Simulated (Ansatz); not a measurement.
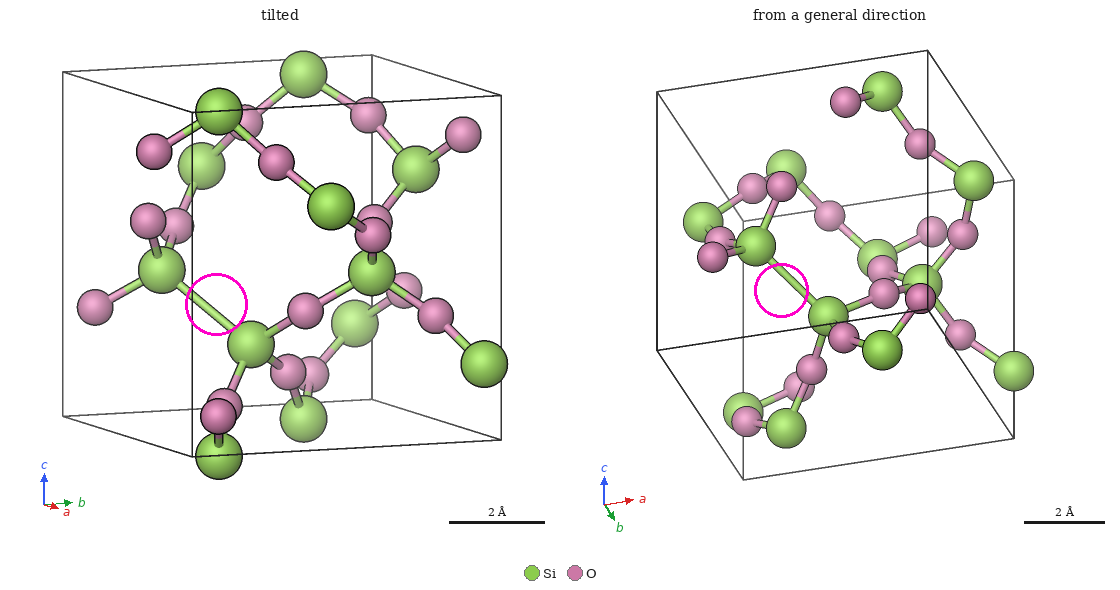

A ball-and-stick picture of a crystal structure, seen slightly off an axis and from a general direction. Lines trace the edges of the supercell. The host is SiO2, in a cell of 24 sites, and the cell is neutral. A ring marks the defect's site.

Q: What kind of defect was put in?

A: An oxygen vacancy. Around the empty site lie two Si at about 1.4 Å.

Setup: DFT PBE, scalar-relativistic, plane waves, PAW (Ansatz); a kinetic-energy cutoff of 420 eV, a 2×2×2 sampling of the Brillouin zone, Gaussian smearing of 0.02 eV, collinear spins.

Q: Does the defective cell carry a moment?

A: No net moment.

The atoms were relaxed in the host's cell with Ansatz, DFT PBE, scalar-relativistic, plane waves, PAW.
